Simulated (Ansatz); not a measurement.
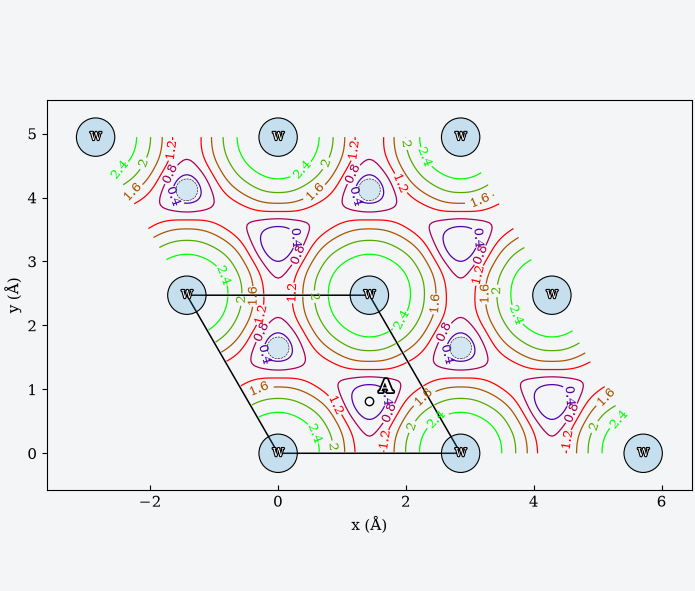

C on a W(111) slab cut from the Fm-3m phase, its upper half relaxed before the scan (3 atoms of substrate and one adsorbate in a 1 × 1 cell). 
- C is moved over the surface cell; relaxed at each place: the height of the adsorbate's atoms; substrate rigid; the origin of the map has the adsorbate above W3.
- Places are given modulo a cell vector. The map is drawn in real space over the plane of the surface.
- The scan uses a 6 × 6 grid; 10 points were computed and 26 follow by symmetry.
- Energies: eV, counted from the lowest grid point.
- With one adsorbate in each 1 × 1 cell, its nearest image is 2.9 Å away, so neighbouring adsorbates interact.
- Computed with Ansatz 0.2.0, DFT PBE, scalar-relativistic, plane waves, PAW. Settings: cutoff 420 eV, k-mesh 9×9×1, gaussian smearing 0.1 eV, no spin polarisation.

The picture shows contour lines labelled in eV (none above 2.4), labelled circles for the atoms of the top layer and small ones for the second layer, the outline of one cell of the 2 × 2 shown, the point A. Between grid points the surface is interpolated.

### Find the lowest pass out of the well at A.

The easiest path leads from the well at a threefold hollow over a third-layer W atom, (4/6, 2/6) of the cell vectors to the well at a threefold hollow over a second-layer W atom, (2/6, 4/6) of the cell vectors, about 0.12 eV higher. Its highest point lies about 0.92 eV above the bottom of the first well on the interpolated surface, at about (0.03, 0.52) of the cell vectors. Seen from the upper well the barrier is about 0.8 eV. This is the barrier on the constrained surface; relaxing the other coordinates would change it.

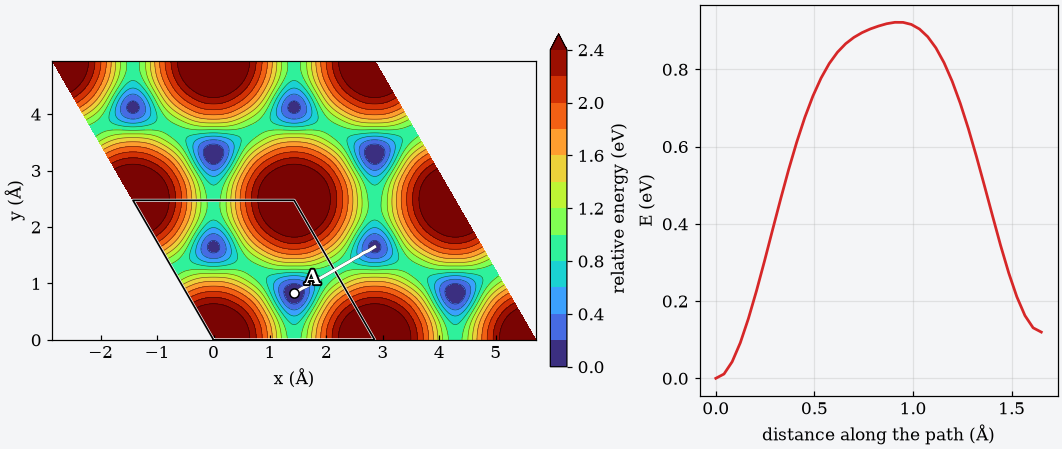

The picture shows filled contours, a line along the lowest path, the outline of one cell of the 2 × 2 shown, one colour for all values above the top of the scale, the energy along the path at the right. Between grid points the surface is interpolated.
